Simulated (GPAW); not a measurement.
ZnO (wurtzite (ZnO)1-x(CdO)x, x = 0, P6_3mc), O K edge of atom 2, with 4 Zn at 1.98 Å (tetrahedral). Method: GPAW, LDA, excited-electron core hole (neutral cell), 16-atom cell with 5.2 Å between holes, 4×4×4 k points, dipole transitions, Gaussian full width 0.9 eV up to 4 eV, rising linearly to 3.5 eV at 25 eV.

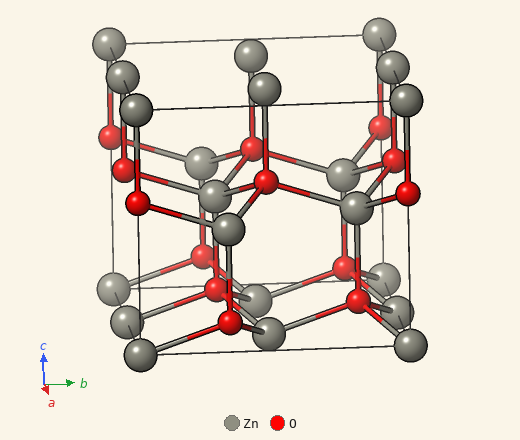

The structure (zinc grey, oxygen red). Some periodic images of atoms are drawn too.

```xyz
16
Lattice="6.5000 0.0000 0.0000 0.0000 5.6292 0.0000 0.0000 0.0000 5.2070" Properties=species:S:1:pos:R:3 pbc="T T T"
Zn    0.0000    0.0000    0.0000
O     0.0000    1.8764    0.6256
Zn    0.0000    1.8764    2.6035
O     0.0000    0.0000    3.2291
Zn    1.6250    2.8146    0.0000
O     1.6250    4.6910    0.6256
Zn    1.6250    4.6910    2.6035
O     1.6250    2.8146    3.2291
Zn    3.2500    0.0000    0.0000
O     3.2500    1.8764    0.6256
Zn    3.2500    1.8764    2.6035
O     3.2500    0.0000    3.2291
Zn    4.8750    2.8146    0.0000
O     4.8750    4.6910    0.6256
Zn    4.8750    4.6910    2.6035
O     4.8750    2.8146    3.2291
```

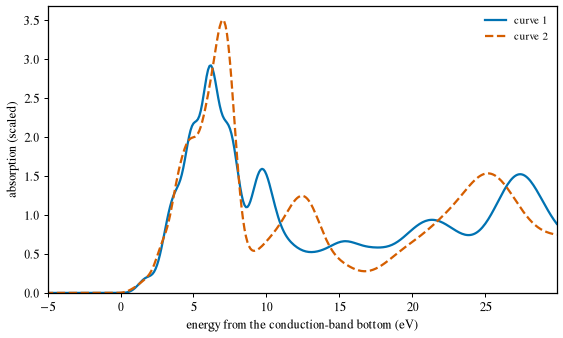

Energy from the bottom of the conduction band, which holds the excited electron; a common scale on which the isotropic spectrum has a mean of 1 over the first 20 eV.

Question: The curves are for the electric vector along different Cartesian axes of the cell as given, averaged over the symmetry-equivalent atoms. Which is which?

Curve 1: along z (c), main maxima 6.2 eV (2.92), 9.7 eV (1.59) and 21.3 eV (0.94). Curve 2: along x (⊥ c) (the other in-plane axis gives the same curve within 3 %), main maxima 7.0 eV (3.51) and 12.4 eV (1.25). A K edge sees empty p states on the absorber. Each direction probes the empty orbitals that point along it. The holes are only 5.2 Å apart, so the shape is probably not converged with cell size; no larger cell was run here. The mesh is coarse (0.30 Å⁻¹ between points), so small maxima may be mesh ripples.

[Banner, clock and machine lines of the logs are left out without a mark of their own.]

[Logs are printed without paths, hosts, clocks, repeated set-up lines and the standing remarks that a program may print on its own settings, such as how far it seeks lower states.]

[Hosts, paths, dates, database ids (printed as entryN), source tags and the programs' standing remarks are cut or masked in the printed files.]

[Lists of maxima count a maximum above −3 eV only where it reaches 4 % of the highest in the window and stands out from its surroundings by 2 % of it (1.5 % where it reaches 55 %); shoulders and weaker maxima are passed over, and of the rest the first, up to two pre-edge ones and the few strongest are named.]
